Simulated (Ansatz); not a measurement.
**What a change does: band-structure calculation on SiC3**

System: SiC3 (R3m, 4 atoms in the cell).
Method of the first run: DFT, r2SCAN, plane waves, PAW, no spin polarisation (Ansatz 0.2.0).

The structure was built on a prototype by a generator. The geometry comes from this level: r2SCAN (a point of a series of strains). Text and figures count atoms from 1; the logs count them from 0 in places.

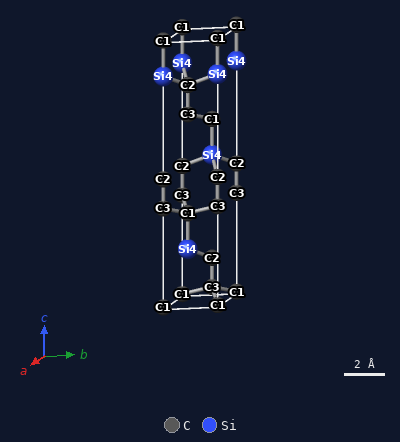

Figure 1. The structure (ball-and-stick view of the cell 3 times as large as that of the calculation, set on its symmetry axes, seen slightly off an axis; atoms are numbered from 1 in the order of the input).

### Input, the first run
```yaml
crystal:
  lattice:
    - [1.3988733818, 0.8076399235, 4.6808463083]
    - [-1.3988733818, 0.8076399235, 4.6808463083]
    - [0.0, -1.6152798471, 4.6808463083]
  atoms:
    - { symbol: C, position: [1.0084232474, 0.0084232474, 0.0084232474] }
    - { symbol: C, position: [0.488519922, 0.488519922, 0.488519922] }
    - { symbol: C, position: [0.3790842956, 0.3790842956, 0.3790842956] }
    - { symbol: Si, position: [0.8739725349, 0.8739725349, 0.8739725349] }
kpoints:
  mp_grid: { grid: [10, 10, 10] }
  band_path:
    path:
      - [0.0, 0.0, 0.0]
      - [-0.5, -0.5, -0.5]
      - [-0.5, -0.187080252, -0.812919748]
      - [-0.187080252, 0.187080252, -0.5]
      - [0.0, 0.0, -0.5]
      - [0.0, 0.343540126, -0.343540126]
      - [-0.343540126, 0.0, -0.656459874]
      - [-0.5, 0.0, -0.5]
      - [0.1, -0.5, -0.5]
    npoints: 1
hamiltonian:
  xc: r2scan
scf:
  occupations: { method: fixed }
  n_extra_bands: 5
output:
  forces: true
  stress: true
  eigenvalues: true
```

Command:
```bash
ansatz run input.yaml --threads 4 --pin off --max-ram 3686MiB --backend cpu --events-out ev --progress --plain --runs-dir out
```

Hardware: 4 threads of an Arm (aarch64) CPU, shared host.

### Output, shortened to warnings, some set-up lines, iterations and results (the first run)
```
Basis set: ecut = 500 eV, 803 PW (Γ), FFT grids on a1−a3, a2−a3, a3, exchange–correlation on 96×96×160 points (64 copies of the dense FFT grid, shifted against one another)
Symmetry: 6 space group operations
k-points: 116 of 1000 (time reversal used)
Initial density: superposition of atomic densities (neutral atoms: chi_scale 0, normalization atom), corrected by the library's trained network
[...]
SCF iter   1: F=—  HF=-1392.033122 eV  |F-HF|=—  |Δ(HF+E_count)|=         —  Δρ=1.10e-2  dr2=6.33e-2  dr2_τ=5.23e-1  ethr=1.77e-3  ⟨swp⟩=5.3  Hψ=8308  notcnv=0  defer=338
SCF iter   2: F=—  HF=-1392.117727 eV  |F-HF|=—  |Δ(HF+E_count)|=   8.46e-2  Δρ=7.49e-3  dr2=1.77e-2  dr2_τ=1.87e-3  ethr=3.96e-4  ⟨swp⟩=2.0  Hψ=3505  notcnv=0  defer=338
SCF iter   3: F=—  HF=-1392.114619 eV  |F-HF|=—  |Δ(HF+E_count)|=   3.11e-3  Δρ=3.64e-3  dr2=2.10e-3  dr2_τ=1.38e-4  ethr=1.11e-4  ⟨swp⟩=2.1  Hψ=2199  notcnv=0  defer=344
SCF iter   4: F=—  HF=-1392.114796 eV  |F-HF|=—  |Δ(HF+E_count)|=   1.76e-4  Δρ=1.04e-3  dr2=3.35e-4  dr2_τ=5.61e-5  ethr=1.31e-5  ⟨swp⟩=2.5  Hψ=2407  notcnv=0  defer=344
SCF iter   5: F=—  HF=-1392.114726 eV  |F-HF|=—  |Δ(HF+E_count)|=   6.99e-5  Δρ=1.82e-4  dr2=9.29e-6  dr2_τ=5.14e-7  ethr=2.09e-6  ⟨swp⟩=2.1  Hψ=2346  notcnv=0  defer=344
SCF iter   6: F=—  HF=-1392.114726 eV  |F-HF|=—  |Δ(HF+E_count)|=   2.11e-7  Δρ=6.26e-5  dr2=5.77e-7  dr2_τ=6.11e-8  ethr=5.81e-8  ⟨swp⟩=2.1  Hψ=2268  notcnv=0  defer=117
SCF iter   7: F=-1392.114726 eV  HF=-1392.114726 eV  |F-HF|=3.29e-8  |Δ(HF+E_count)|=   3.43e-7  Δρ=1.77e-5  dr2=4.24e-8  dr2_τ=3.35e-9  ethr=6.25e-10  ⟨swp⟩=10.0  Hψ=9014  …
SCF 1 converged in 7 iterations: F = -1392.114726 eV  dr2 = 4.24e-8
NSCF: frozen V_eff on 9 k-points
SCF converged after 7 iterations
Free energy (F): -1392.114726 eV
Harris-Foulkes:  -1392.114726 eV  (|F-HF|=3.29e-8)
Internal energy: -1392.114726 eV  (E = F + TS)
E sigma→0 (E₀):  -1392.114726 eV
Fermi energy:    11.617980 eV
--- Per-component energies (eV) ---
  E_band       = 53.638171
  E_kinetic    = 316.726965
  E_local      = -250.705264  (includes V_loc(G=0)·N_el)
  E_nonlocal   = 104.247786
  E_hartree    = 71.317342
  E_xc         = -196.532220
  E_vxc        = -249.991114  (∫ρ·V_xc dr)
  E_paw        = -821.515445  (= ΣΔE_a)
  E_vpaw       = -21.815322  (= ΣTr[D̂ρ^β])
  E_aug_tail   = 0.000017  (compensation charges beyond the density's cutoff)
  E_vtau       = 12.541144  (kinetic-family band-sum trace: ∫τ·v_τ [+ j·A + Jᵃ·Aᵃ] dr)
  E_ewald      = -615.503153
  E_core_change = -0.150754  (= ΣΔE_core)
  E_smearing   = -0.000000  (= −TS)
  E_closure    = -0.000000  (closes the sum)
  Σ components = -1392.114726   (vs F -1392.114726, Δ=0.00e0)
--- Forces (eV/Å), atoms counted from 1 ---
  atom   1  C      0.00000000    -0.00000000     0.00208795
  atom   2  C      0.00000000    -0.00000000     0.00022366
  atom   3  C      0.00000000     0.00000000    -0.00094211
  atom   4  Si     0.00000000     0.00000000    -0.00157275
  max |Σ_I F_I| component: 2.03e-4 eV/Å
--- Stress (GPa, compression-positive) ---
        8.490405       0.000000      -0.000000
        0.000000       8.490405       0.000000
       -0.000000       0.000000      -0.044253
  P = ⅓ Tr σ = 5.6455 GPa (56.455 kbar)
```

The input of the second run differs as follows (lines with − go, lines with + come):
```diff
-  xc: r2scan
+  xc: pbe
-  occupations: { method: fixed }
+  occupations: { method: fermi_dirac, width: 0.02 }
```

How does the second run compare with the first run?

The total energies belong to different methods, so their difference says nothing on which is more stable or more accurate. The gap on the mesh goes from 1.71 to 1.41 eV. The pressure goes from 5.65 to 8.94 GPa. The largest force goes from 0.002 to 0.376 eV/Å. The functional changes from r2SCAN to PBE. The SCF takes 6 iterations against 7. The default cutoff goes from 500 to 420 eV with the change. The plane waves at Γ go from 803 to 639.

### Output, shortened to warnings, some set-up lines, iterations and results (the second run)
```
Basis set: ecut = 420 eV, 639 PW (Γ), FFT grids on a1−a3, a2−a3, a3, exchange–correlation on 40×40×72 points (8 copies of the dense FFT grid, shifted against one another)
Symmetry: 6 space group operations
k-points: 116 of 1000 (time reversal used)
Initial density: superposition of atomic densities (neutral atoms: chi_scale 0, normalization atom), corrected by the library's trained network
[...]
SCF iter   1: F=—  HF=-1386.541391 eV  |F-HF|=—  |Δ(HF+E_count)|=         —  Δρ=8.28e-3  dr2=4.50e-2  ethr=1.77e-3  ⟨swp⟩=6.4  Hψ=9866  notcnv=0
SCF iter   2: F=—  HF=-1386.530203 eV  |F-HF|=—  |Δ(HF+E_count)|=   1.12e-2  Δρ=3.40e-3  dr2=3.12e-3  ethr=2.81e-4  ⟨swp⟩=2.3  Hψ=3047  notcnv=0  defer=116
SCF iter   3: F=—  HF=-1386.529553 eV  |F-HF|=—  |Δ(HF+E_count)|=   6.50e-4  Δρ=1.32e-3  dr2=4.13e-4  ethr=1.95e-5  ⟨swp⟩=2.7  Hψ=2571  notcnv=0  defer=116
SCF iter   4: F=—  HF=-1386.529531 eV  |F-HF|=—  |Δ(HF+E_count)|=   2.20e-5  Δρ=2.71e-4  dr2=1.02e-5  ethr=2.58e-6  ⟨swp⟩=2.6  Hψ=2223  notcnv=0  defer=116
SCF iter   5: F=—  HF=-1386.529567 eV  |F-HF|=—  |Δ(HF+E_count)|=   3.57e-5  Δρ=3.59e-5  dr2=1.69e-7  ethr=6.37e-8  ⟨swp⟩=2.4  Hψ=2342  notcnv=0  defer=116
SCF iter   6: F=-1386.529567 eV  HF=-1386.529567 eV  |F-HF|=2.92e-9  |Δ(HF+E_count)|=   1.94e-7  Δρ=3.64e-6  dr2=4.38e-9  ethr=6.25e-10  ⟨swp⟩=9.0  Hψ=7532  notcnv=0
SCF 1 converged in 6 iterations: F = -1386.529567 eV  dr2 = 4.38e-9
NSCF: frozen V_eff on 9 k-points
SCF converged after 6 iterations
Free energy (F): -1386.529567 eV
Harris-Foulkes:  -1386.529567 eV  (|F-HF|=2.92e-9)
Internal energy: -1386.529567 eV  (E = F + TS)
E sigma→0 (E₀):  -1386.529567 eV
Fermi energy:    12.385866 eV
--- Per-component energies (eV) ---
  E_band       = 61.090346
  E_kinetic    = 316.938628
  E_local      = -252.746687  (includes V_loc(G=0)·N_el)
  E_nonlocal   = 106.489614
  E_hartree    = 70.964223
  E_xc         = -202.355217
  E_vxc        = -229.465392  (∫ρ·V_xc dr)
  E_paw        = -810.317003  (= ΣΔE_a)
  E_vpaw       = -22.054415  (= ΣTr[D̂ρ^β])
  E_aug_tail   = 0.000028  (compensation charges beyond the density's cutoff)
  E_ewald      = -615.503153
  E_smearing   = -0.000000  (= −TS)
  E_closure    = -0.000000  (closes the sum)
  Σ components = -1386.529567   (vs F -1386.529567, Δ=0.00e0)
--- Forces (eV/Å), atoms counted from 1 ---
  atom   1  C      0.00000000    -0.00000000     0.22655156
  atom   2  C      0.00000000     0.00000000    -0.37586397
  atom   3  C      0.00000000     0.00000000    -0.12026214
  atom   4  Si     0.00000000    -0.00000000     0.26948429
  max |Σ_I F_I| component: 9.03e-5 eV/Å
--- Stress (GPa, compression-positive) ---
       11.349438       0.000000      -0.000000
        0.000000      11.349438       0.000000
       -0.000000       0.000000       4.134724
  P = ⅓ Tr σ = 8.9445 GPa (89.445 kbar)
```

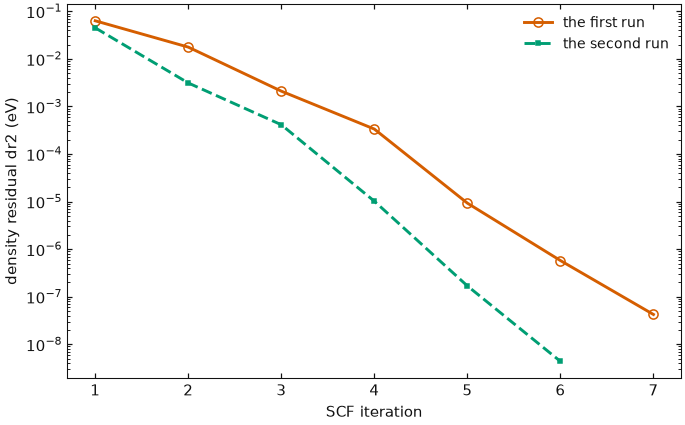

Figure 2. Convergence of the two runs: density residual dr2 against the SCF iteration. The first run takes 7 iterations in all, and the second run takes 6.

### The two runs side by side

| quantity | the first run | the second run |
| --- | --- | --- |
| outcome | converged | converged |
| free energy per atom (eV) | −348.0287 | −346.6324 |
| gap on the mesh (eV) | 1.71 | 1.41 |
| pressure (GPa) | 5.65 | 8.94 |
| largest force (eV/Å) | 0.002 | 0.376 |
| SCF iterations | 7 | 6 |
| irreducible k-points | 116 | 116 |
| plane waves at Γ | 803 | 639 |
| wall time (shared host) | 5 s | 2.1 s |
